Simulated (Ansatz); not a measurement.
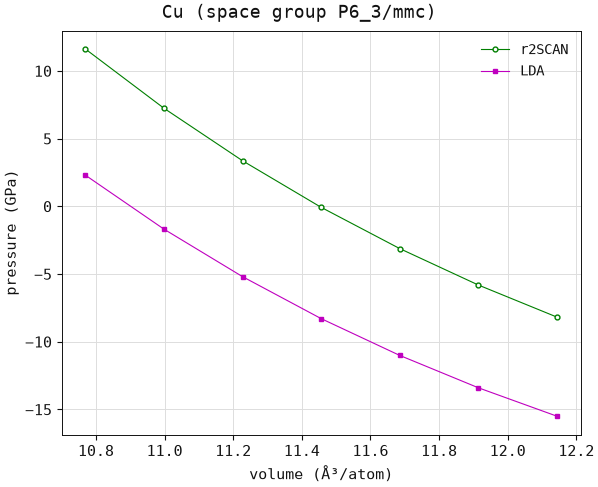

The plot gives the computed pressure against volume, with one curve for each functional, for Cu (space group P6_3/mmc).

Calculation (Ansatz 0.2.0): plane-wave DFT, no spin polarisation; energies at scaled volumes of the given cell, shape and fractions fixed, counted from the fit's minimum, third-order Birch-Murnaghan fit. All runs: no spin polarisation.

- k mesh: 12×12×4
- occupations: Fermi–Dirac
- smearing width: 0.05 eV
- potentials: Ansatz PAW

Settings that differ: r2SCAN: density cutoff 2000 eV, wave cutoff 500 eV; LDA: density cutoff 1680 eV, wave cutoff 420 eV.

Order the curves by fitted equilibrium volume, smallest first.

Answer. LDA 10.898, r2SCAN 11.451 Å³/atom.

Order the curves by fitted bulk modulus, smallest first.

Answer. r2SCAN 162.0, LDA 188.3 GPa.

Note: shape and atomic fractions are frozen while scaling, which makes layered, chain and framework solids too stiff.

The computed values:

r2SCAN:
```json
{"volume (Å³/atom)": "10.77", "pressure (GPa)": "11.62"}
{"volume (Å³/atom)": "11.00", "pressure (GPa)": "7.24"}
{"volume (Å³/atom)": "11.23", "pressure (GPa)": "3.36"}
{"volume (Å³/atom)": "11.46", "pressure (GPa)": "-0.08"}
{"volume (Å³/atom)": "11.69", "pressure (GPa)": "-3.13"}
{"volume (Å³/atom)": "11.91", "pressure (GPa)": "-5.82"}
{"volume (Å³/atom)": "12.14", "pressure (GPa)": "-8.19"}
```

LDA:
```json
{"volume (Å³/atom)": "10.77", "pressure (GPa)": "2.30"}
{"volume (Å³/atom)": "11.00", "pressure (GPa)": "-1.69"}
{"volume (Å³/atom)": "11.23", "pressure (GPa)": "-5.20"}
{"volume (Å³/atom)": "11.46", "pressure (GPa)": "-8.30"}
{"volume (Å³/atom)": "11.69", "pressure (GPa)": "-11.02"}
{"volume (Å³/atom)": "11.91", "pressure (GPa)": "-13.41"}
{"volume (Å³/atom)": "12.14", "pressure (GPa)": "-15.51"}
```
